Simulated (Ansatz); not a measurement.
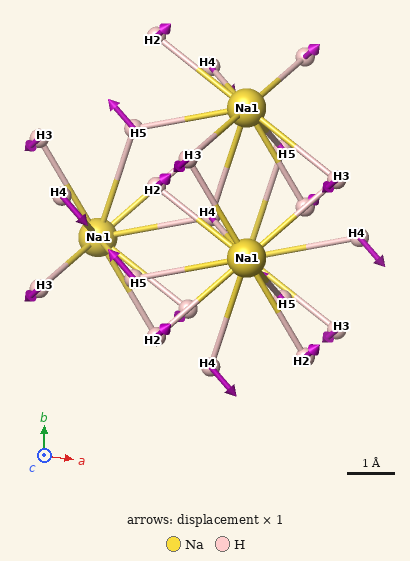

This is a relaxation of a crystal of NaH$_{4}$ (a generated structure, set up in C2/m) (coarse preliminary run). The starting structure is drawn; purple arrows show the displacements (the part carried along by the change of the cell is left out), at their true length.

Style: ball-and-stick. Shown: the atoms within 4.2 Å of the atom that moves most (axes of the cell of the calculation), along the c axis.

Level of theory: DFT PBE, scalar-relativistic, plane waves, PAW (Ansatz). Set-up: plane-wave cutoff 420 eV; k-point mesh 6 × 6 × 4; occupations gaussian; smearing width 0.1 eV; no spin polarisation; cell and atoms relaxed; force threshold 0.04 eV/Å; at most 70 steps.

### What did the optimiser do to the structure, and how much energy did it gain?

The energy falls by 790 meV per atom in 22 accepted moves (27 points after the start). The largest force component goes from 0.08 to 0.0061 eV/Å. The pressure goes from −9.70 to 0.02 GPa. The line search rejected the trial steps at points 7, 13, 19 of the run. The SCF was repeated twice at an unchanged geometry on a basis and grid sized afresh for the cell, which shifted the energy by 6.9 meV per atom at most. The largest moves relative to the cell, 0.86 Å, are those of H4 and H5. H4 goes along [1 −1 0]. Na stays in place. Cell: a = b 3.477 → 4.263 Å (+22.6 %), c 4.905 → 5.115 Å (+4.3 %), α 110.5° → 125.2°, β 110.5° → 125.2°, γ 89.9° → 75.0°. Volume +19.7 %. Among the contacts that change: H4–H5 2.375 → 0.792 Å, H2–H3 1.967 → 0.797 Å, Na1–H2 2.686 → 3.690 Å, Na1–H2 (another image) 2.615 → 3.096 Å. The space group stays C2/m (No. 12).
